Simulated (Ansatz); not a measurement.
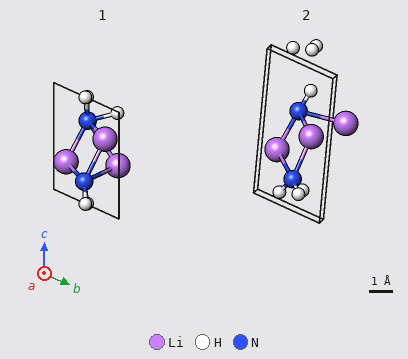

Two geometries of solid Li3H3N2 (built on the K3Cu3P2-166 type type), drawn at one scale. One is the start of a relaxation, the other its converged end. A ball-and-stick model of the cell of the calculation, reduced to other axes, seen along the a axis. Lengths and directions refer to the drawn axes.

Theory: DFT, PBEsol, plane waves, PAW in Ansatz 0.2.0. (plane-wave cutoff 420 eV; k-point mesh 6 × 6 × 6; occupations fermi dirac; smearing width 0.05 eV; no spin polarisation; cell and atoms relaxed; force threshold 0.01 eV/Å; at most 120 steps)

Which one is relaxed?

Answer. Structure 2 is the relaxed one. Case: shaken. The energy falls by 302 meV per atom in 32 accepted moves (38 points after the start). The largest force component goes from 0.64 to 0.0012 eV/Å. Pressure: −0.86 GPa at the start and 0.00 GPa at the end. The line search rejected the trial steps at points 16, 24 of the run. At 4 points the geometry stayed and the basis and grid were re-selected for the new cell (energy shift of 27.7 meV per atom at most each time). A Li atom moves most relative to the cell: 1.39 Å along [2 3 3]. Largest moves by element: Li 1.39 Å, H 1.17 Å, N 0.85 Å. The volume changes by +33.8 %, with a 3.596 → 3.502 Å (−2.6 %), b 3.607 → 3.646 Å (+1.1 %), c 4.646 → 6.325 Å (+36.1 %), α 110.6° → 105.2°, β 91.1° → 95.6°, γ 119.8° → 121.5°. Among the contacts that change: H–N 1.358 → 3.197 Å, H–N 1.368 → 2.889 Å, H–N 1.445 → 2.940 Å, Li–N 2.426 → 3.786 Å. Bonds break, among them: Li–N (2.35 → 3.56 Å), Li–N (2.43 → 3.79 Å). Bond angles that change, for instance: Li–N–H 150.2° → 171.8°, N–Li–N 96.9° → 117.9°, N–Li–N 94.4° → 114.6°. The space group stays P1 (No. 1).
